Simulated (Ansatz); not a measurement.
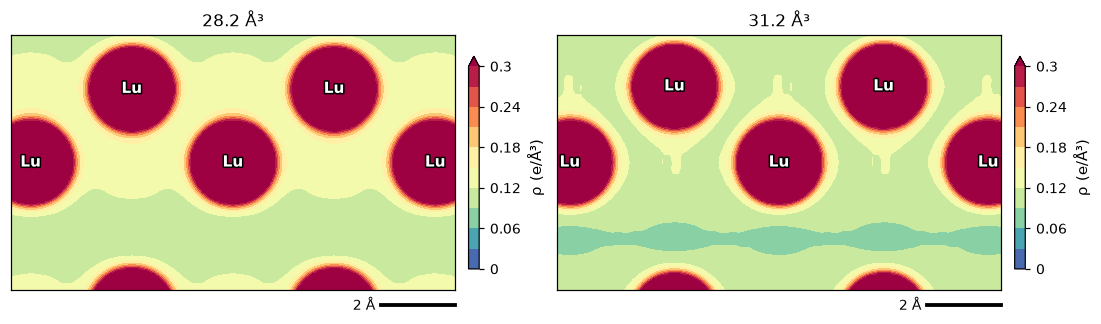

Lu. The valence pseudo-density of cells scaled evenly to different volumes (given per atom above each panel), on the (110) plane of each (indices in the axes of the cell below), at one length scale and on one colour scale.

Level of theory: DFT, PBE, PAW with Ansatz's default frozen-core files, scalar-relativistic (Ansatz).

Core electrons are frozen (PAW), and the valence fields are smoothed inside the atomic spheres.

The largest cell:

```xyz
2
Lattice="3.5674 0.0000 0.0000 -1.7837 3.0895 0.0000 0.0000 0.0000 5.6579" Properties=species:S:1:pos:R:3 pbc="T T T"
Lu    0.0000    2.0597    1.4145
Lu    1.7837    1.0298    4.2434
```

| volume (Å³/atom) | Lu–Lu contact in the plane (Å) | ρ at its midpoint (e/Å³) | pressure (GPa) | 
| --- | --- | --- | --- |
| 28.21 | 3.385 | 0.123 | 1.5 | 
| 29.69 | 3.443 | ? | ? | 
| 31.18 | 3.499 | 0.110 | −2.8 | 

Question: Estimate the missing row, and compare with the calculation.

Answer: Over the known rows ln ρ falls by 0.98 per Å of Lu–Lu distance (the line through the two), which gives 0.116 e/Å³ at 3.443 Å; the calculation gives 0.116 e/Å³. For the pressure, a straight line in volume between the neighbouring rows gives −0.6 GPa; the calculation gives −0.9.
